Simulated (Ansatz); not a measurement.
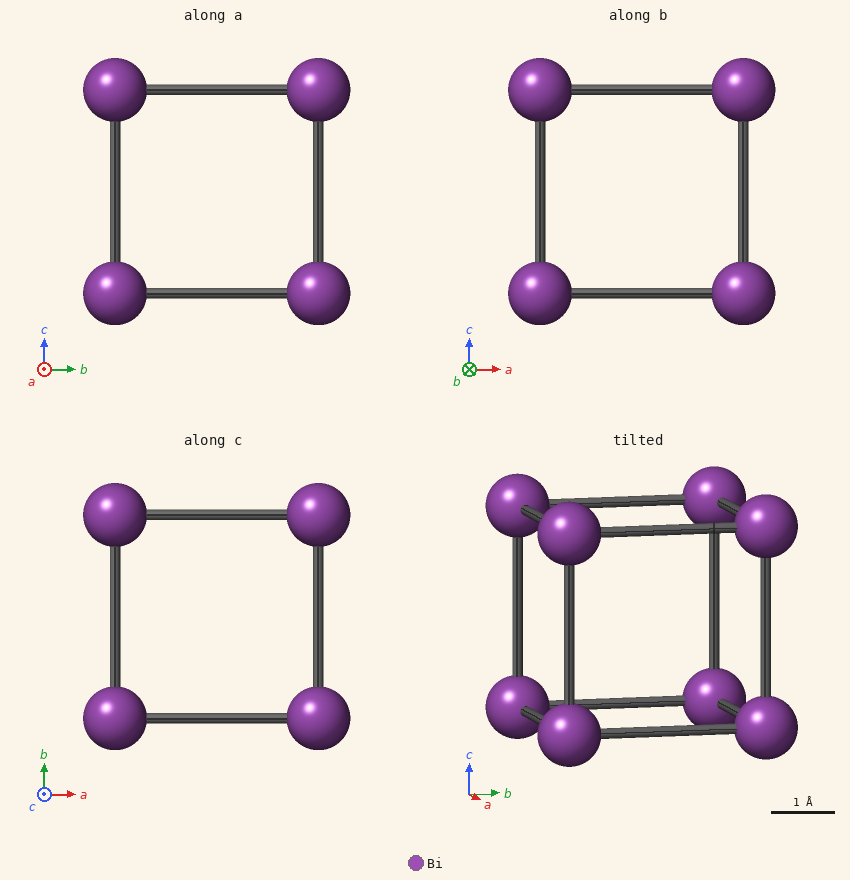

The structure above is drawn in ball-and-stick style and viewed along the a axis, along the b axis, along the c axis and slightly off an axis. The wireframe shows the conventional unit cell.

Lattice parameters: a = 3.274 Å, b = 3.274 Å, c = 3.274 Å, α = 90.00°, β = 90.00°, γ = 90.00°.

**Put the structure into a table of Wyckoff sites.**

Space group Pm-3m (No. 221).
| atom | site | x | y | z |
| --- | --- | --- | --- | --- |
| Bi | 1a | 0.0000 | 0.0000 | 0.0000 |

It goes back to a random cell made by a generator, so it need not be a real form of the element. Earlier steps of the study, as a rule a relaxation of our own, may have changed the cell and positions, so they can lie some per cent off the listed ones. It was run through Ansatz as a DFT input.
